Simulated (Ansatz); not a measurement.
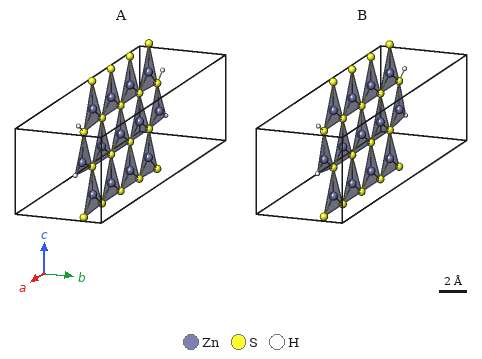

Two geometries of a wire of composition Zn₉H₄S₉, drawn at one scale. One is the start of a relaxation, the other its converged end. Style: polyhedral. Shown: the cell of the calculation, with the vacuum cut short (origin shifted), slightly off an axis.

These are results of Ansatz, DFT PBE, scalar-relativistic, plane waves, PAW, not measurements. Settings: plane-wave cutoff 420 eV; k-point mesh 1 × 1 × 5; occupations gaussian; smearing width 0.05 eV; no spin polarisation; cell relaxed at fixed a, b, alpha, beta, gamma; force threshold 0.02 eV/Å; at most 45 steps.

Which one is relaxed?

Answer. Structure A is the relaxed one. Case: armchair ribbon, 9 formula units a period, edges capped with H. The largest moves relative to the centre of the atoms, 0.28 Å, are those of Zn atoms. By element the largest moves are Zn 0.28 Å, H 0.27 Å, S 0.22 Å. Along the periodic axis the drawn cell goes c 6.731 → 6.725 Å (−0.1 %). Among the contacts that change: S–Zn 2.244 → 2.331 Å, S–Zn 2.244 → 2.282 Å, S–Zn 2.244 → 2.218 Å, H–Zn 1.550 → 1.534 Å. Among the angles between lasting bonds that change: S–Zn–S 120.0° → 102.1°, Zn–S–Zn 120.0° → 136.7°, S–Zn–H 120.0° → 131.5°. After 5 accepted moves (6 points after the start) the energy has fallen by 0.457 eV per cell of the calculation. The largest force component goes from 0.72 to 0.0084 eV/Å. At 1 point the geometry stayed and the basis and grid were re-selected for the new cell (energy shift of 0.1 meV per cell of the calculation at most each time). The run took 3.2 min on 4 threads of Arm Neoverse V1, with other jobs on the host, peak memory 2.6 GiB.
